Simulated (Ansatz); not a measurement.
B3N2

Input

```
crystal:
  lattice:
    - [1.9833980073, 1.1451153734, 3.9188230086]
    - [-1.9833980073, 1.1451153734, 3.9188230086]
    - [0.0, -2.2902307469, 3.9188230086]
  atoms:
    - { symbol: B, position: [0.0, 0.2770450144, 0.7229549856] }
    - { symbol: B, position: [0.7229549856, 0.0, 0.2770450144] }
    - { symbol: B, position: [0.2770450144, 0.7229549856, 0.0] }
    - { symbol: "N", position: [0.3334493516, 0.3334493516, 0.3334493516] }
    - { symbol: "N", position: [0.6665506484, 0.6665506484, 0.6665506484] }
basis:
  ecutwfc: 420
kpoints:
  mp_grid: { grid: [12, 12, 12] }
hamiltonian:
  xc: pbe
scf:
  occupations: { method: gaussian, width: 0.1 }
output:
  forces: true
  stress: true
  eigenvalues: true
  write_density: true
  write_potential: true
  elf: true
  volumetric_format: npy
relax:
  adjacent_minimum: "off"
  f_tol: 0.01
  max_steps: 80
  cell: { stress_tol: 0.05 }
```

Run with:

```sh
ansatz run input.yaml --threads 1 --pin off --max-ram 2560MiB --backend cpu --events-out ev --progress --plain --runs-dir out
```

Below, planes, directions and counts refer to the conventional cell (a = 3.97 Å, b = 3.97 Å, c = 12.46 Å, α = 90.00°, β = 90.00°, γ = 120.00°).

The fields are those of the run's last geometry, not of the input's.

Space group R32; a structure generated by program, which may or may not match a known phase; computed without spin polarisation.

These are results of DFT PBE, scalar-relativistic, plane waves, PAW (Ansatz 0.2.0), not measurements.

Core electrons are frozen (PAW), and the valence fields are smoothed inside the atomic spheres.

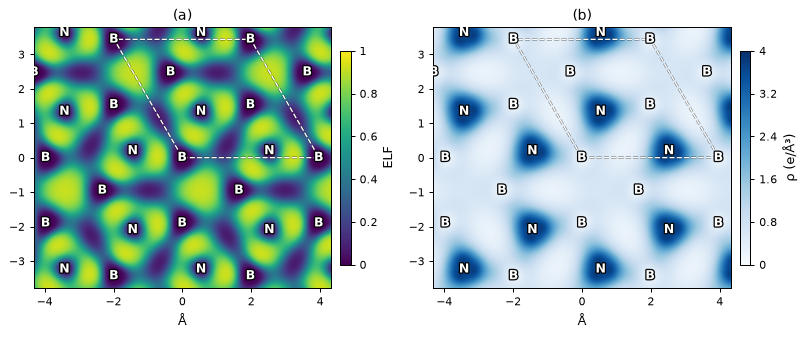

Figure 1. (a) ELF; (b) valence charge density (pseudo) on the (001) plane of the conventional cell.

Read the bonding off the picture.

Answer.
- The section cuts through B and N sites.
- B–N (1.45 Å): ρ at the midpoint is about 1.8 e/Å³; the ELF peaks at about 0.90 between the atoms.
- B–B (1.90 Å): the density is about 0.57 e/Å³ at the midpoint; the ELF peaks at about 0.80 between the atoms.
- Between the atoms the lowest density in this plane is 0.25 e/Å³.

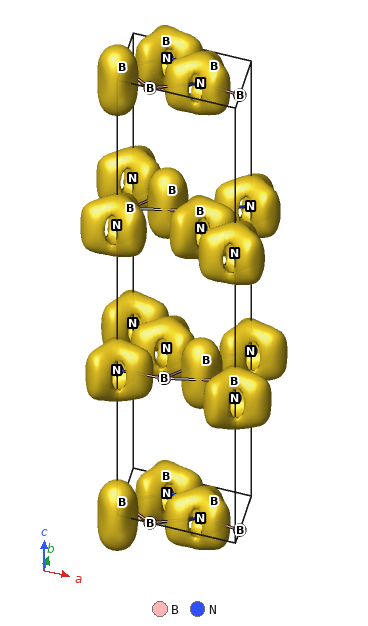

Figure 2. Isosurface of the ELF at 0.75 (yellow), seen at an oblique angle. Only the valence region is drawn (cores and ρ < 0.01 e/Å³ removed). Sticks mark near contacts.

Where are the electrons localised?

Answer. The surface consists of three regions between bonded B–B atoms and six regions on N in which the atom's valence shell and bonds are merged, counted in one cell of 15 atoms. Any copies at cell faces, edges or corners count once.

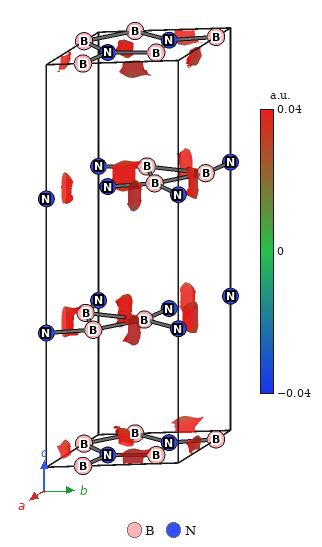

Figure 3. Non-covalent interaction (NCI) plot: the surface where the reduced density gradient is 0.4, for densities under 0.05 a.u., coloured by sign(λ₂)ρ; seen slightly off an axis.

What holds or crowds the atoms apart from the covalent bonds?

Answer. Inside the ring or cage of B and N: steric crowding (red) (×9).

Metal or insulator at this level of theory?

Answer. It is gapless in this calculation (a metal or semimetal).
